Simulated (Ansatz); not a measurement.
Start from this file.

```yaml
crystal:
  lattice:
    - [2.44561, 0.00000, 0.00000]
    - [0.00000, 4.23346, 0.00000]
    - [0.00000, 0.00000, 6.72251]
  atoms:
    - { symbol: C, position: [0.50000, 0.66669, 0.50000] }
    - { symbol: C, position: [0.00000, 0.83331, 0.50000] }
    - { symbol: C, position: [0.50000, 0.16669, 0.00000] }
    - { symbol: C, position: [0.00000, 0.33331, 0.00000] }
    - { symbol: C, position: [0.00000, 0.66669, 0.00000] }
    - { symbol: C, position: [0.50000, 0.83331, 0.00000] }
    - { symbol: C, position: [0.00000, 0.16669, 0.50000] }
    - { symbol: C, position: [0.50000, 0.33331, 0.50000] }
```

Q: Work out the structure from the coordinates.

A: The element is carbon. Space group: Fmmm (No. 69). Lattice: face-centred orthorhombic. The cell holds eight atoms. Each C atom is coordinated by three C in a trigonal planar arrangement at 1.41 Å. The bonds build C layers parallel to (001).

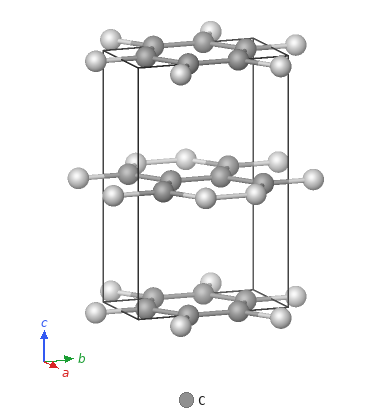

Ball-and-stick model, viewed slightly off an axis. The lines enclose the conventional unit cell; boundary atoms appear with their images. Atoms just outside the outline that bond to atoms inside are added, in fainter colours.

The initial geometry was a structure listed in the Materials Project. Earlier steps of the study may have refined or changed the cell and positions. It was run through Ansatz as a DFT input.
